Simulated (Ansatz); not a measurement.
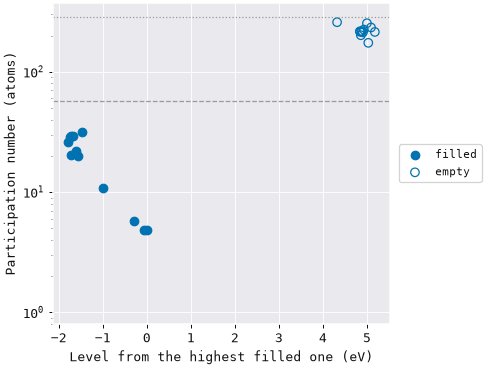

Levels near the gap of a 287-atom cell against the number of atoms over which each spreads (dotted: all atoms; dashed: a fifth of them). Host AlN with a vacancy of Al.

Structure: Al143N144 (defect cell), 287 atoms in the cell, cell charge −3 e; a = 12.46 Å, b = 16.18 Å, c = 14.95 Å, α = 90.00°, β = 90.00°, γ = 90.00°.

Method: DFT, HSE06, PAW, plane waves, one k point, (0.25, 0.25, 0.25), 420 eV cutoff (Ansatz 0.2.0).

**Which of these levels are localised (under the dashed line)?**

12 of the 24 levels shown spread over less than a fifth of the cell; the most localised are −1.71 eV (filled, over about 20 atoms, mostly N), −1.57 eV (filled, over about 20 atoms, mostly N), −0.99 eV (filled, over about 11 atoms, mostly N), −0.28 eV (filled, over about 6 atoms, mostly N), −0.07 eV (filled, over about 5 atoms, mostly N) and 0.00 eV (filled, over about 5 atoms, mostly N).

**How far apart are the highest filled and the lowest empty level?**

The lowest empty level lies 4.32 eV above the highest filled one.

One k point in a finite cell, so levels carry errors of tenths of an eV.
